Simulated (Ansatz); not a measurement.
## Cs: 8 runs along one coordinate

System: Cs (1 atom in the cell).
Method: DFT LDA, scalar-relativistic, plane waves, PAW, no spin polarisation (Ansatz 0.2.0).

The 8 runs differ only in the geometry, by a strain of the cell at fixed fractional positions. Against run 5, the strain is εxx = −0.03 η, εxz = η and εzz = −0.03 η. The structure derives from a Materials Project entry.

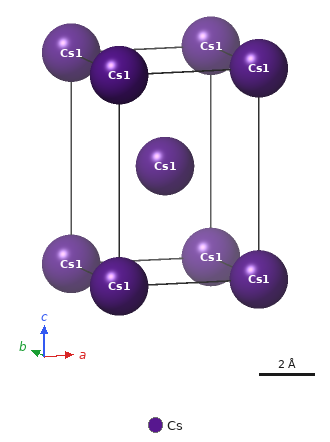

Figure 1. The structure of run 5 (spheres-only view of the cell 2 times as large as that of the calculation, set on its symmetry axes, seen slightly off an axis; atoms are numbered from 1 in the order of the input).

**Input of run 5**
```yaml
crystal:
  lattice:
    - [0.1109482343, 3.94833574, 3.94833574]
    - [4.0592839743, 0.0, 4.0592839743]
    - [3.94833574, 3.94833574, 0.1109482343]
  atoms:
    - { symbol: Cs, position: [0.0, 0.0, 0.0] }
basis:
  ecutwfc: 420
kpoints:
  mp_grid: { grid: [10, 10, 10] }
hamiltonian:
  xc: lda
scf:
  occupations: { method: gaussian, width: 0.15 }
output:
  forces: true
  stress: true
  eigenvalues: true
```

Run 4 differs from it as follows:
```diff
-    - [0.1109482343, 3.94833574, 3.94833574]
-    - [4.0592839743, 0.0, 4.0592839743]
-    - [3.94833574, 3.94833574, 0.1109482343]
+    - [0.0740312951, 3.94833574, 3.94833574]
+    - [4.0223670351, 0.0, 4.0223670351]
+    - [3.94833574, 3.94833574, 0.0740312951]
```

**Results, with one run withheld**

```csv
run,strain parameter η (%),"free energy per atom, from the lowest run given (meV)",pressure (GPa)
1,−10.3181,5.78,−0.37
2,−6.5652,1.31,−0.39
3,−1.8765,0.00,−0.40
4,−0.9357,?,?
5,0.0000,0.69,−0.39
6,1.8765,2.12,−0.39
7,2.8172,3.13,−0.38
8,3.7530,4.34,−0.38
```

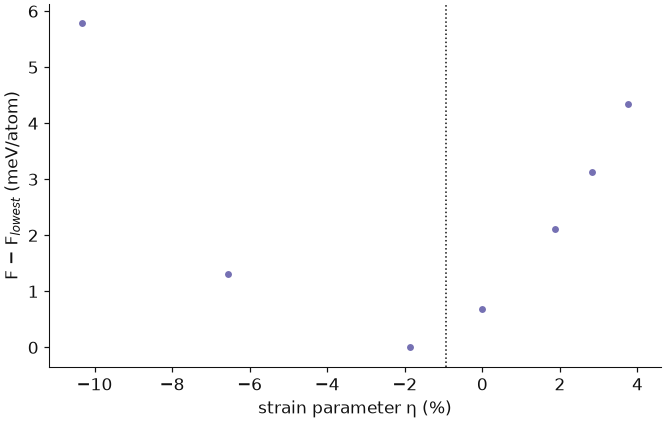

Figure 2. Free energy per atom of the runs given; the dotted line marks run 4.

Fit the runs given and predict run 4.

A cubic polynomial in the coordinate, fitted to the 7 runs given, misses them by at most 0.04 meV per atom. With x = η + 1.4733, it reads F = 0.058533 + 0.2802 x + 0.10316 x² − 0.00017932 x³ (meV per atom). At run 4 it gives 0.24 meV per atom, and the run itself gives 0.26. The fit has its minimum at η = −2.8266 %.

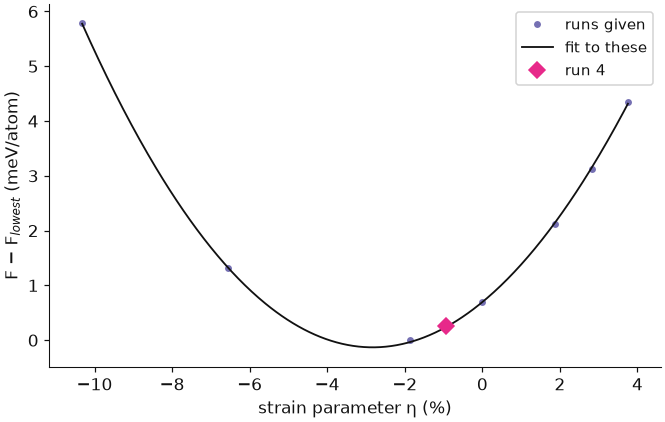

Figure 3. The fit and the withheld run.

**Output, shortened to warnings, some set-up lines, iterations and results (run 4)**
```
Basis set: ecut = 420 eV, 2397 PW (Γ)
Symmetry: 8 space group operations
k-points: 171 of 1000
Initial density: superposition of atomic densities (neutral atoms: chi_scale 0, normalization atom), corrected by the library's trained network
[...]
SCF iter   1: F=—  HF=-5504.833946 eV  |F-HF|=—  |Δ(HF+E_count)|=         —  Δρ=1.69e-3  dr2=2.08e-3  ethr=1.77e-3  ⟨swp⟩=5.9  Hψ=12174  notcnv=0
SCF iter   2: F=—  HF=-5504.833216 eV  |F-HF|=—  |Δ(HF+E_count)|=   7.30e-4  Δρ=9.21e-4  dr2=6.73e-4  ethr=2.31e-5  ⟨swp⟩=2.5  Hψ=3662  notcnv=0
SCF iter   3: F=—  HF=-5504.833183 eV  |F-HF|=—  |Δ(HF+E_count)|=   3.25e-5  Δρ=1.48e-4  dr2=5.54e-5  ethr=7.48e-6  ⟨swp⟩=2.0  Hψ=2217  notcnv=0
SCF iter   4: F=—  HF=-5504.833200 eV  |F-HF|=—  |Δ(HF+E_count)|=   1.69e-5  Δρ=6.91e-5  dr2=1.44e-5  ethr=6.15e-7  ⟨swp⟩=2.3  Hψ=2287  notcnv=0
SCF iter   5: F=—  HF=-5504.833204 eV  |F-HF|=—  |Δ(HF+E_count)|=   4.21e-6  Δρ=3.10e-5  dr2=2.53e-6  ethr=1.60e-7  ⟨swp⟩=1.6  Hψ=1633  notcnv=0
SCF iter   6: F=-5504.833205 eV  HF=-5504.833205 eV  |F-HF|=5.06e-9  |Δ(HF+E_count)|=   3.18e-7  Δρ=5.52e-6  dr2=6.99e-8  ethr=1.11e-9  ⟨swp⟩=4.2  Hψ=8361  notcnv=0
SCF 1 converged in 6 iterations: F = -5504.833205 eV  dr2 = 6.99e-8
SCF converged after 6 iterations
Free energy (F): -5504.833205 eV
Harris-Foulkes:  -5504.833205 eV  (|F-HF|=5.06e-9)
Internal energy: -5504.818225 eV  (E = F + TS)
E sigma→0 (E₀):  -5504.825715 eV
Entropy (-TS):   -0.014979 eV (-14.979 meV/atom)
Fermi energy:    1.715109 eV
--- Per-component energies (eV) ---
  E_band       = -96.851578
  E_kinetic    = 140.734042
  E_local      = -409.152678  (includes V_loc(G=0)·N_el)
  E_nonlocal   = 32.674598
  E_hartree    = 143.231139
  E_xc         = -171.006492
  E_vxc        = -124.260701  (∫ρ·V_xc dr)
  E_paw        = -4902.977394  (= ΣΔE_a)
  E_vpaw       = -23.304193  (= ΣTr[D̂ρ^β])
  E_aug_tail   = -0.000001  (compensation charges beyond the density's cutoff)
  E_ewald      = -338.591996
  E_core_change = 0.270556  (= ΣΔE_core)
  E_smearing   = -0.014979  (= −TS)
  E_closure    = 0.000000  (closes the sum)
  Σ components = -5504.833205   (vs F -5504.833205, Δ=0.00e0)
--- Forces (eV/Å), atoms counted from 1 ---
  atom   1  Cs    -0.00000000     0.00000000    -0.00000000
  max |Σ_I F_I| component: 1.23e-32 eV/Å
--- Stress (GPa, compression-positive) ---
       -0.395401      -0.000000      -0.031390
       -0.000000      -0.396693      -0.000000
       -0.031390      -0.000000      -0.395401
  P = ⅓ Tr σ = -0.3958 GPa (-3.958 kbar)
```
